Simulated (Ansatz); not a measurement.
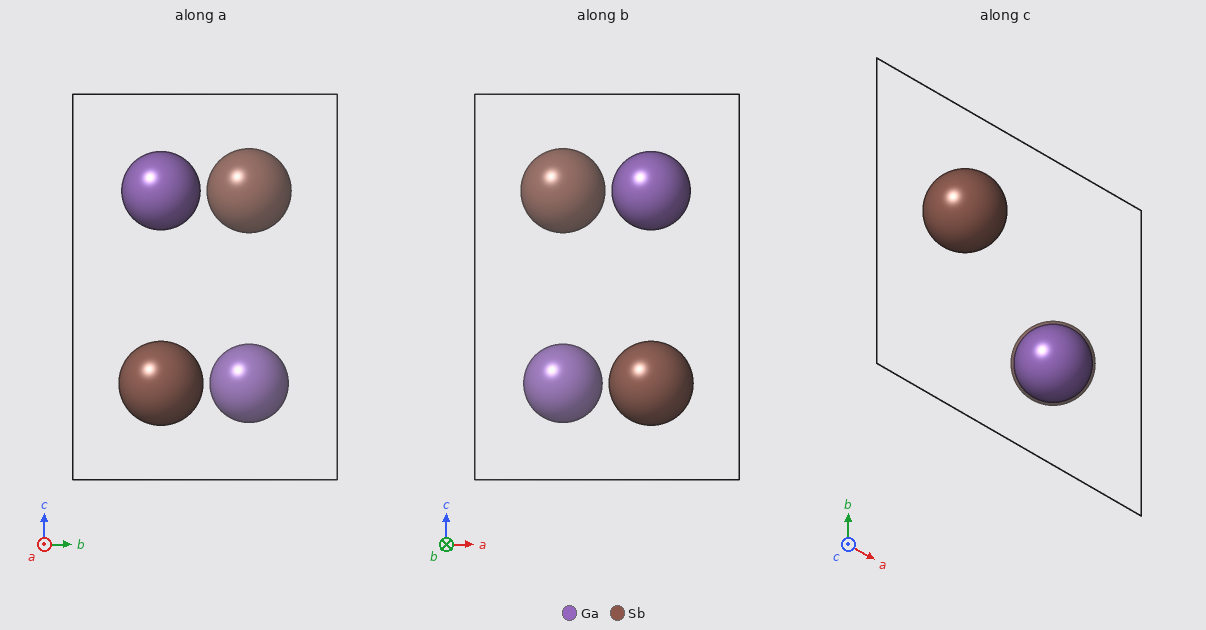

An orthographic spheres-only view of the structure, along the a axis, along the b axis and along the c axis. The wireframe shows the conventional unit cell.

Lattice parameters: a = 4.6659 Å, b = 4.6659 Å, c = 5.8868 Å, α = 90.000°, β = 90.000°, γ = 120.000°.

Transcribe the picture into a CIF in P1 with every atom of the cell.

```cif
data_structure
_symmetry_space_group_name_H-M 'P 1'
_symmetry_Int_Tables_number 1
_cell_length_a 4.6659
_cell_length_b 4.6659
_cell_length_c 5.8868
_cell_angle_alpha 90.000
_cell_angle_beta 90.000
_cell_angle_gamma 120.000
_cell_volume 110.99
loop_
_atom_site_label
_atom_site_type_symbol
_atom_site_fract_x
_atom_site_fract_y
_atom_site_fract_z
_atom_site_occupancy
Ga1 Ga 0.3333 0.6667 0.2500 1
Ga2 Ga 0.6667 0.3333 0.7500 1
Sb1 Sb 0.6667 0.3333 0.2500 1
Sb2 Sb 0.3333 0.6667 0.7500 1
```

Origin of the cell: a structure type filled with these elements by a generator (whether the compound takes this form wasn't checked). The picture shows the end point of a geometry optimisation with DFT, r2SCAN+rVV10, plane waves, PAW in Ansatz.
